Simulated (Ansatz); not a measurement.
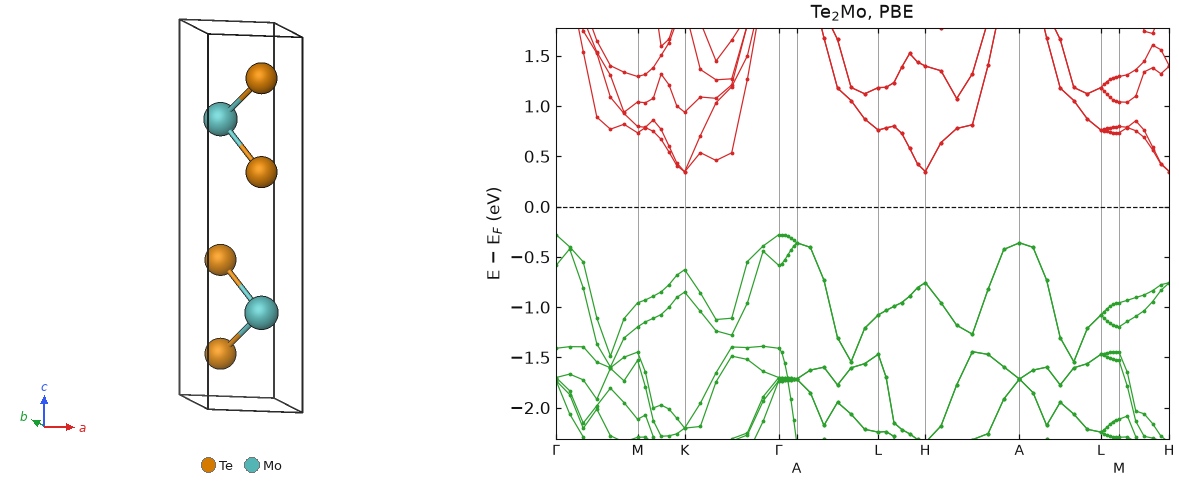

Band structure, beside the structure. Energies are counted from the Fermi level. The path runs straight from each named point to the next. The path has few k points, so lines between them are rough.

Calculation on Te2Mo, space group P6_3/mmc, 6 atoms in the cell.

Method: DFT with PBE, PAW plane waves, no spin polarisation, 11×11×3 k mesh, 420 eV cutoff (Ansatz).

What does the band structure say about the gap?

A semiconductor. The gap along this path is 0.62 eV and indirect, from the valence-band top at Γ to the conduction-band bottom at K; the smallest direct gap is 0.97 eV, at K.

How many bands meet at the valence-band top?

The top valence level at Γ is a single band, not degenerate (spin aside).

What are the direct gaps at L, M and H?

The direct gaps are 1.84 eV at L, 1.69 eV at M and 1.10 eV at H.

The structure was built from a prototype or by substitution, so it need not be a known phase. The atoms aren't at rest in this cell (largest force 1.6 eV/Å), so the relaxed material can differ. The cell is at 10 GPa in this functional. Spin-orbit coupling is left out, which matters for Te.
